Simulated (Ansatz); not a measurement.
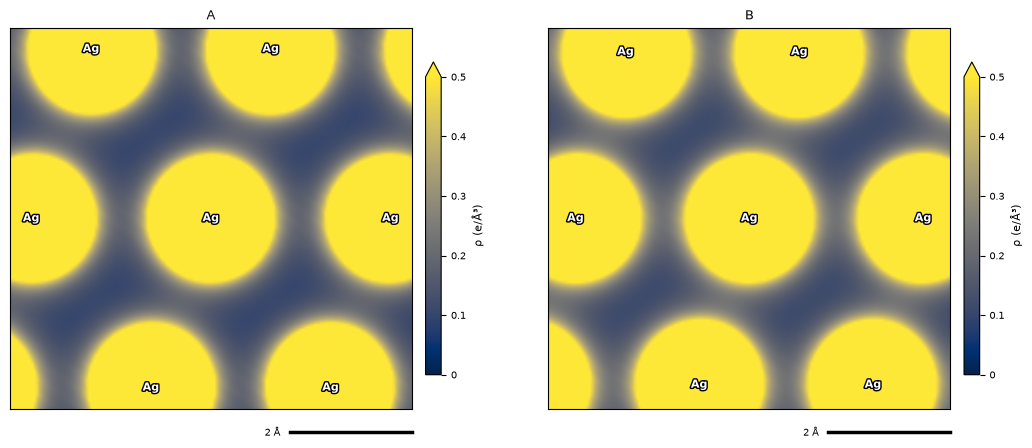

Ag. The valence electron density of two cells that differ in size and shape, on the (11̄0) plane of each (indices in the axes of the calculation cell), at one length scale and on one colour scale; one has 17.7 and the other 19.5 Å³ an atom.

Level of theory: DFT LDA, scalar-relativistic, plane waves, PAW in Ansatz.

In a PAW calculation such maps are meaningful between the atoms, not at the nuclei.

The larger cell:

```cif
data_structure
_symmetry_space_group_name_H-M 'P 1'
_symmetry_Int_Tables_number 1
_cell_length_a 2.9394
_cell_length_b 2.9394
_cell_length_c 2.9394
_cell_angle_alpha 109.471
_cell_angle_beta 109.471
_cell_angle_gamma 109.471
_cell_volume 19.55
loop_
_atom_site_label
_atom_site_type_symbol
_atom_site_fract_x
_atom_site_fract_y
_atom_site_fract_z
_atom_site_occupancy
Ag1 Ag 0.00000 0.00000 0.00000 1
```

The smaller cell: a = 2.845 Å, b = 2.845 Å, c = 2.845 Å, α = 110.85°, β = 110.85°, γ = 106.75°.

Which panel shows the smaller cell, and what does the compression change?

Panel B is the smaller cell, by 10 % in volume. From the larger cell to the smaller, Ag–Ag goes from 2.94 to 2.84 Å, and the density at its midpoint from 0.19 to 0.23 e/Å³; the pressure goes from −15 to −10 GPa.
